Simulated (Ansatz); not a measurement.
FePt (cell with a defect)

Input file:

```
crystal:
  lattice:
    - [5.447, 0.0, 0.0]
    - [0.0, 5.447, 0.0]
    - [0.0, 0.0, 7.44]
  atoms:
    - { symbol: Pt, position: [0.0, 0.0, 0.0], spin: 0.3, spin_axis: [0.0, 0.0, 1.0] }
    - { symbol: Fe, position: [0.0, 0.0, 0.5], spin: 3.0, spin_axis: [0.0, 0.0, 1.0] }
    - { symbol: Fe, position: [0.0, 0.5, 0.0], spin: 3.0, spin_axis: [0.0, 0.0, 1.0] }
    - { symbol: Fe, position: [0.0, 0.5, 0.5], spin: 3.0, spin_axis: [0.0, 0.0, 1.0] }
    - { symbol: Fe, position: [0.5, 0.0, 0.0], spin: 3.0, spin_axis: [0.0, 0.0, 1.0] }
    - { symbol: Fe, position: [0.5, 0.0, 0.5], spin: 3.0, spin_axis: [0.0, 0.0, 1.0] }
    - { symbol: Fe, position: [0.5, 0.5, 0.0], spin: 3.0, spin_axis: [0.0, 0.0, 1.0] }
    - { symbol: Pt, position: [0.5, 0.5, 0.5], spin: 0.3, spin_axis: [0.0, 0.0, 1.0] }
    - { symbol: Fe, position: [0.25, 0.25, 0.25], spin: 3.0, spin_axis: [0.0, 0.0, 1.0] }
    - { symbol: Pt, position: [0.25, 0.25, 0.75], spin: 0.3, spin_axis: [0.0, 0.0, 1.0] }
    - { symbol: Pt, position: [0.25, 0.75, 0.25], spin: 0.3, spin_axis: [0.0, 0.0, 1.0] }
    - { symbol: Pt, position: [0.25, 0.75, 0.75], spin: 0.3, spin_axis: [0.0, 0.0, 1.0] }
    - { symbol: Pt, position: [0.75, 0.25, 0.25], spin: 0.3, spin_axis: [0.0, 0.0, 1.0] }
    - { symbol: Pt, position: [0.75, 0.25, 0.75], spin: 0.3, spin_axis: [0.0, 0.0, 1.0] }
    - { symbol: Pt, position: [0.75, 0.75, 0.25], spin: 0.3, spin_axis: [0.0, 0.0, 1.0] }
    - { symbol: Fe, position: [0.75, 0.75, 0.75], spin: 3.0, spin_axis: [0.0, 0.0, 1.0] }
scf:
  occupations: { method: fermi_dirac, width: 0.05 }
  convergence: { dr2_threshold: 1.0e-08 }
output:
  forces: true
  stress: false
  populations: true
  write_density: true
  write_potential: true
  elf: true
  volumetric_format: npy
hamiltonian:
  xc: pbe
  pseudopotentials: { kind: paw_fr }
magnetization:
  noncollinear: true
  spin_orbit: true
kpoints:
  mp_grid: { grid: [7, 7, 5] }
```

Run with:

```sh
ansatz run input.yaml --threads 8 --pin off --max-ram 28672MiB --backend cpu --events-out ev --progress --plain --runs-dir out
```

The calculation used DFT PBE, spin-orbit coupling, plane waves, PAW in Ansatz.

In a PAW calculation such maps are meaningful between the atoms, not at the nuclei.

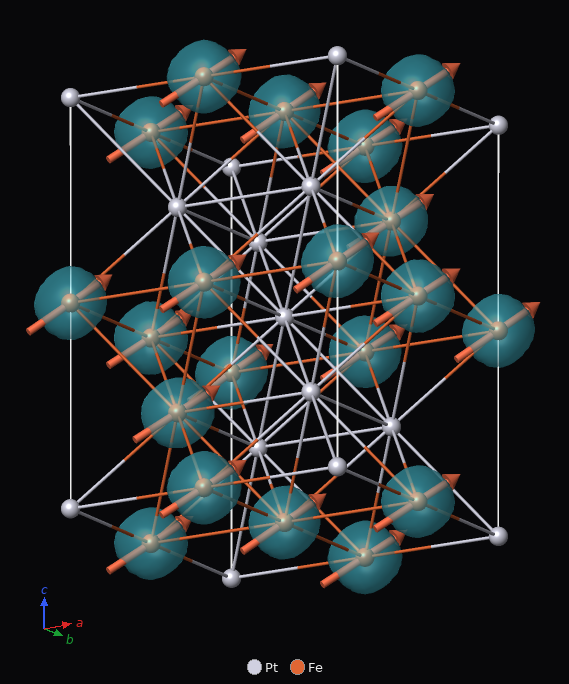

Figure 1. Isosurface of the size of the magnetisation density at 0.8 e/Å³ (cyan), with the spin moments of the magnetic sites as arrows; seen at an oblique angle.

### Describe the magnetic structure.

Spin moments: Fe 2.8 μB. All point the same way (ferromagnetic).

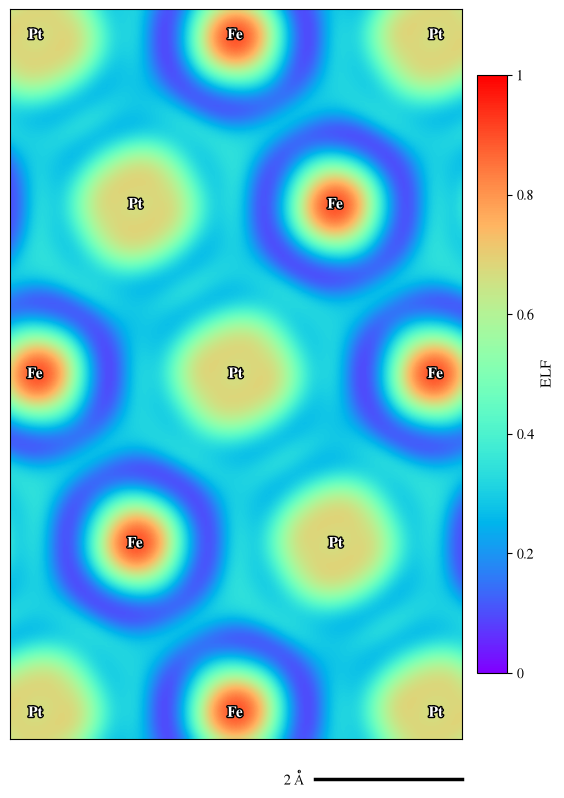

Figure 2. Electron localisation function on the (101̄) plane of the calculation cell.

### What does the map show?

Atoms in the plane: Pt and Fe. Pt–Pt (2.68 Å): the ELF is about 0.30 at the midpoint; no localised pair shows between them. Fe–Pt (2.68 Å): the ELF is about 0.30 at the midpoint. Fe–Fe (2.68 Å): the ELF is about 0.25 at the midpoint (no localised pair shows between them). Fe–Pt (2.72 Å): the ELF is about 0.30 at the midpoint. The features right at Pt and Fe lie inside the PAW spheres, where the map follows smoothed inner orbitals and isn't to be read closely.

### Does the calculation make it a metal, or give it a gap?

It is gapless in this calculation (a metal or semimetal).
